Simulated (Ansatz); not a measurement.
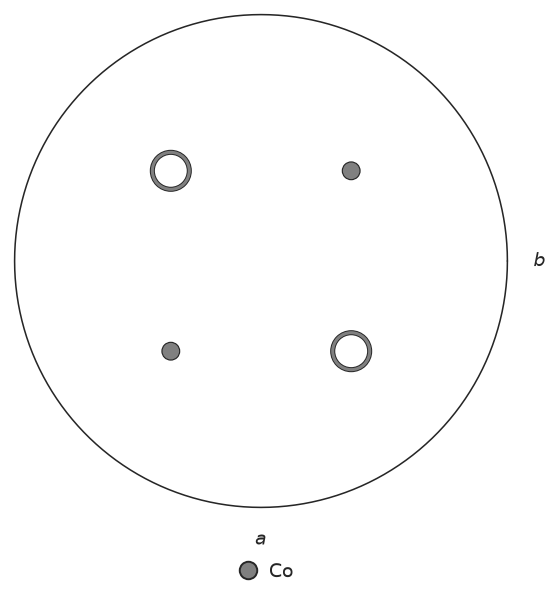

Crystal: Co, the geometry relaxed with DFT, PBE, plane waves (420 eV) with PAW, scalar-relativistic in Ansatz; the starting structure was generated, so it need not be a known form of this composition. Directions from one cobalt atom at (3/4, 3/4, 3/4) to its bonded neighbours, in stereographic projection down c (filled: above the plane of the page or in it, open: below). All values are computed from the atomic coordinates in the standard setting (tolerance 0.002 Å).

Neighbours are counted up to 2.39 Å for Co.

```yaml
crystal:
  lattice:
    - [4.92526, 0.00000, 0.00000]
    - [0.00000, 4.92526, 0.00000]
    - [0.00000, 0.00000, 4.92526]
  atoms:
    - { symbol: Co, position: [0.75000, 0.75000, 0.75000] }
    - { symbol: Co, position: [0.00000, 0.50000, 0.00000] }
    - { symbol: Co, position: [0.75000, 0.25000, 0.25000] }
    - { symbol: Co, position: [0.00000, 0.00000, 0.50000] }
    - { symbol: Co, position: [0.25000, 0.75000, 0.25000] }
    - { symbol: Co, position: [0.50000, 0.50000, 0.50000] }
    - { symbol: Co, position: [0.25000, 0.25000, 0.75000] }
    - { symbol: Co, position: [0.50000, 0.00000, 0.00000] }
```

Q: How many neighbours are there, and at what angles?

A: 4: 4 Co at 2.13 Å. Angles between bonds: 109° (6×).

Q: What is the site's symmetry in the crystal?

A: Point group -43m (Td), order 24: three −4 axes, four threefold axes, six mirror planes. In Fd-3m, No. 227, origin choice 1 this is Wyckoff position 8b.
